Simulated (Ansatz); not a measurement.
# Calculations on WC

## 1. Vibrations

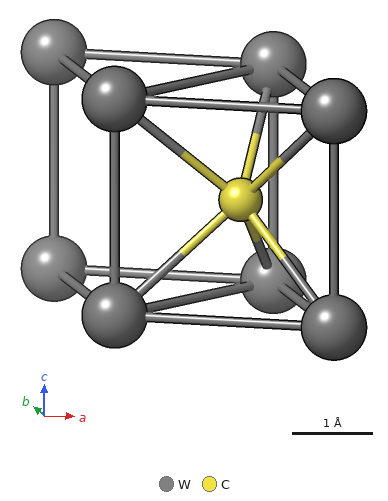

Phonons of a crystal of WC relaxed at 18 GPa, at the zone centre. The picture is a ball-and-stick view of the cell of the calculation, seen slightly off an axis.

Method: DFT LDA, scalar-relativistic, plane waves, PAW in Ansatz. Settings: plane-wave cutoff 420 eV; k-point mesh 18 × 18 × 14; occupations fermi dirac; smearing width 0.15 eV; target pressure 18 GPa; no spin polarisation.

The frequencies depend somewhat on the k-mesh and the smearing.

**List the optical modes.**

The calculation's cell holds 2 atoms, so there are 3 optical modes, in 2 levels. The optical modes span A₂″ + E′. No level is unstable.

```csv
level,symmetry,frequency (cm⁻¹),activity
1,A₂″,653,infrared-active
2,E′,671,infrared- and Raman-active
```

The crystal is a metal, so free carriers screen the infrared response.

The modes drawn as arrows (one member of each degenerate set):

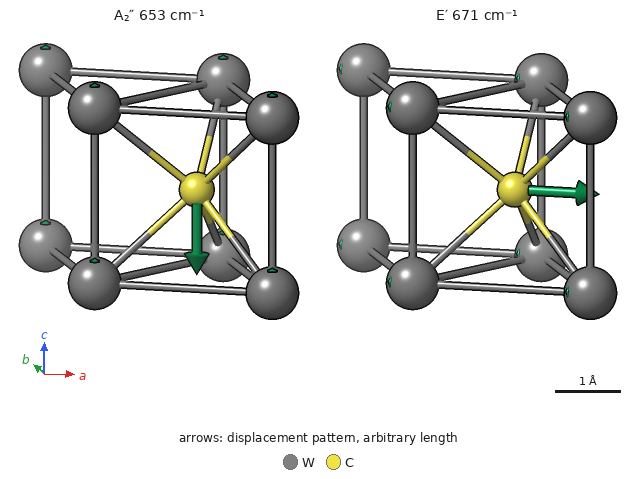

## 2. One mode

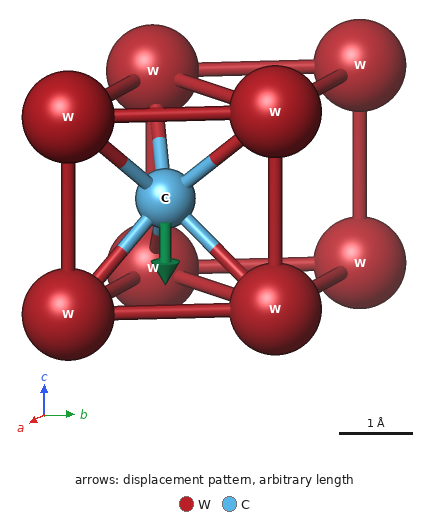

One vibrational mode of a crystal of WC relaxed at 7 GPa at the zone centre. The green arrows are the displacements of the atoms (eigenvector over the root of the mass), of arbitrary overall length and sign. A ball-and-stick model of the cell of the calculation, seen slightly off an axis.

Theory: Ansatz 0.2.0, DFT LDA, scalar-relativistic, plane waves, PAW.

Input file:
```yaml
crystal:
  lattice:
    - [2.8678114796, 0.0, 0.0]
    - [-1.4339057398, 2.4835975946, 0.0]
    - [0.0, 0.0, 2.7989154629]
  atoms:
    - { symbol: W, position: [0.0, 0.0, 0.0] }
    - { symbol: C, position: [0.6666666667, 0.3333333333, 0.5] }
basis:
  ecutwfc: 420
kpoints:
  mp_grid: { grid: [18, 18, 14] }
hamiltonian:
  xc: lda
scf:
  occupations: { method: fermi_dirac, width: 0.15 }
output:
  eigenvalues: true
phonons:
  method: dfpt
  eigenvectors: true
```

Run as
```bash
ansatz run input.yaml --threads 1 --pin off --max-ram 3072MiB --backend cpu --events-out ev --progress --plain --runs-dir out
```

The frequencies depend somewhat on the k-mesh and the smearing.

Describe the mode and give its frequency.

This is the A₂″ mode at 621 cm⁻¹, the lowest optical level, infrared-active by symmetry. The C sublattice moves against the W sublattice, along c; the kinetic energy is shared as C 94 %, W 6 %. The crystal is a metal, so free carriers screen the infrared response.

## 3. Softest mode

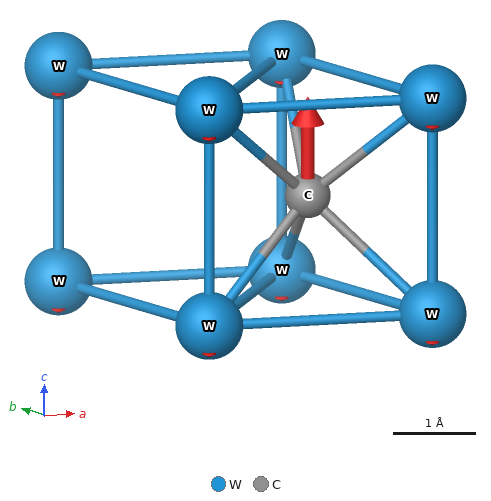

The lowest optical mode of a crystal of WC relaxed at 35 GPa, space group P-6m2 (No. 187), at the zone centre. The red arrows give the relative displacements of the atoms. A ball-and-stick model of the cell of the calculation, seen from a free direction.

The calculation used Ansatz 0.2.0, DFT LDA, scalar-relativistic, plane waves, PAW. Settings: plane-wave cutoff 420 eV; k-point mesh 18 × 18 × 14; occupations fermi dirac; smearing width 0.15 eV; target pressure 35 GPa; no spin polarisation.

The frequencies depend somewhat on the k-mesh and the smearing.

Is this crystal at a minimum with respect to the drawn distortion?

Yes: this softest mode has a real frequency, and so have all others here. That speaks for this wave vector alone: the rest of the zone wasn't checked in this run. This is the A₂″ mode at 696 cm⁻¹, the lowest optical level, infrared-active by symmetry. The C sublattice moves against the W sublattice, along c; the kinetic energy is shared as C 94 %, W 6 %. The crystal is a metal, so free carriers screen the infrared response.
